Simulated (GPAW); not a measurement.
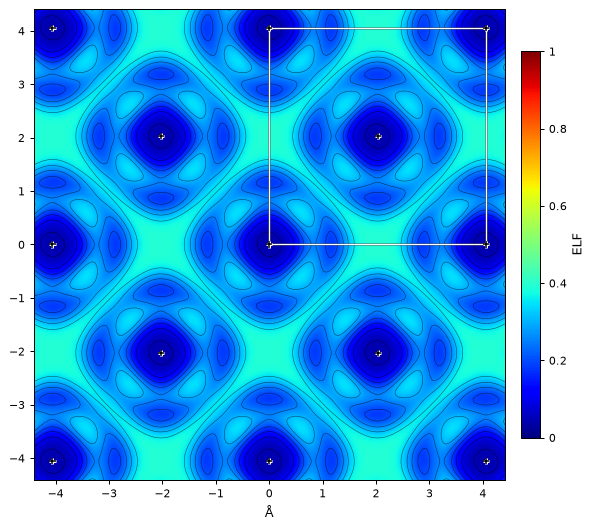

The electron localisation function on a plane through atoms (crosses mark nuclei in the plane).

These are results of Kohn-Sham DFT of a periodic cell, PBE, GPAW PAW data sets (gpaw-data 1.2.1) in GPAW 26.7.0, not measurements.

Candidates:
A. W, a = 4.06 Å, b = 4.06 Å, c = 4.06 Å, α = 90.00°, β = 90.00°, γ = 90.00°. Space group Fm-3m; computed pressure about −5 GPa in this cell.
B. Cd, a = 3.57 Å, b = 3.57 Å, c = 3.57 Å, α = 90.00°, β = 90.00°, γ = 90.00°. Space group Im-3m; a structure from a database of computed crystals, not necessarily the ambient phase.
C. Al, a = 3.18 Å, b = 3.18 Å, c = 3.18 Å, α = 90.00°, β = 90.00°, γ = 90.00°. Space group Im-3m; a structure from a database of computed crystals, not necessarily the ambient phase; computed pressure about 4 GPa in this cell.

Which system is this?

Candidate A: W on the (100) plane of the conventional cell, which holds W. W–W (2.87 Å): the ELF is about 0.35 at the midpoint.
